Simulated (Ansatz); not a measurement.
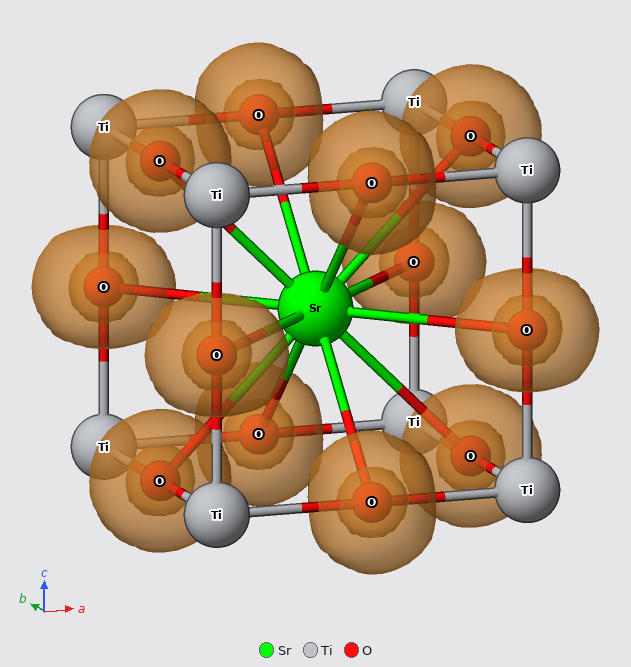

*SrTiO3. Isosurface of the electron localisation function at 0.75 (orange), seen slightly off an axis. Core shells and regions of very low density are left out. Sticks mark near contacts.*

Space group P4/mmm; changed on purpose from its base cell (in-plane strain +0.005, out-of-plane length and atoms relaxed by PAW); computed without spin polarisation.

The calculation used Ansatz, DFT, r2SCAN, PAW with Ansatz's default frozen-core files, scalar-relativistic; relaxation of cell and atoms.

### What do the ELF domains correspond to?

The ELF exceeds this value in three regions wrapped around O (the valence shell of each), counted in one cell of 5 atoms. Any copies at cell faces, edges or corners count once. Profiles from the grid: Ti–O (1.95 Å): the ELF peaks at about 0.85 in the valence shell of O, 0.6 Å from its nucleus, and is about 0.20 at the midpoint (no shared electron pair shows on this line). Sr–O (2.77 Å): the ELF is about 0.05 at the midpoint; a largely ionic contact.

### Does the calculation make it a metal, or give it a gap?

It is gapped, with a Kohn–Sham gap of 2.2 eV on the k-point mesh, an upper bound to the gap of this method.
